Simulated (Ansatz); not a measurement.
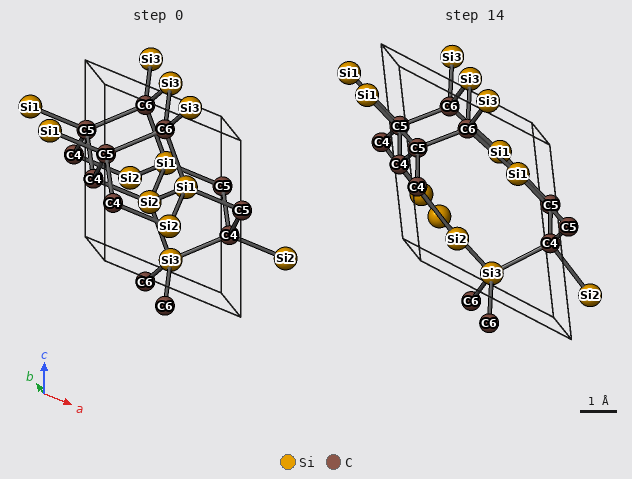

The structure of solid SiC (a generated structure, set up in Pm) (coarse preliminary run) before (left) and after (right) a relaxation, at one scale.

Style: ball-and-stick. Shown: the cell of the calculation, slightly off an axis.

Method: Ansatz, DFT PBE, scalar-relativistic, plane waves, PAW.

Input
```yaml
crystal:
  lattice:
    - [4.31754476, 0.0, 0.0]
    - [0.0, 3.00954813, 0.0]
    - [-2.15877238, 0.0, 4.66048809]
  atoms:
    - { symbol: Si, position: [0.59731199, 0.0, 0.60768622] }
    - { symbol: Si, position: [0.40268801, 0.5, 0.39231378] }
    - { symbol: Si, position: [0.55690612, 0.5, 0.11381224] }
    - { symbol: C, position: [0.98962577, 0.5, 0.39231378] }
    - { symbol: C, position: [0.01037423, 0.0, 0.60768622] }
    - { symbol: C, position: [0.44309388, 0.0, 0.88618776] }
basis:
  ecutwfc: 420
kpoints:
  mp_grid: { grid: [4, 6, 4] }
hamiltonian:
  xc: pbe
scf:
  occupations: { method: gaussian, width: 0.1 }
  lower_state_search: "off"
output:
  forces: true
  stress: true
  eigenvalues: true
relax:
  adjacent_minimum: "off"
  f_tol: 0.04
  max_steps: 70
  cell: { stress_tol: 0.4 }
```

Run as
```bash
ansatz run input.yaml --threads 1 --pin off --max-ram 2560MiB --backend cpu --events-out ev --progress --plain --runs-dir out
```

What changed between the two?

Si2 moves most relative to the cell: 0.77 Å along [−3 0 −2]. Largest moves by element: Si 0.77 Å, C 0.29 Å. The volume changes by +5.4 %, with a 4.318 → 5.005 Å (+15.9 %), b 3.010 → 2.757 Å (−8.4 %), c 5.136 → 5.724 Å (+11.4 %), β 114.9° → 126.0°. Some distances before and after: Si1–Si2 4.338 → 2.802 Å, Si1–Si2 (another image) 1.847 → 2.842 Å, Si2–C4 2.534 → 3.324 Å, Si1–Si3 2.891 → 3.514 Å. Bonds break: Si1–Si2 (1.85 → 2.84 Å). Bond angles that change, for instance: C5–Si1–C6 134.3° → 176.0°, Si3–Si2–C4 134.3° → 175.1°, Si2–C4–Si3 134.3° → 100.9°. The space group stays Pm (No. 6). The energy falls by 1509 meV per atom in 12 accepted moves (14 points after the start). Largest force component: 13 eV/Å at the start, 0.011 eV/Å at the end. The pressure goes from 77.10 to 0.04 GPa. At 2 points the geometry stayed and the basis and grid were re-selected for the new cell (energy shift of 11.7 meV per atom at most each time). Cost: 76 s on 1 thread of Intel(R) Xeon(R) Platinum 8259CL CPU @ 2.50GHz (Skylake/Cascade Lake), on a shared host, peak memory 0.42 GiB.
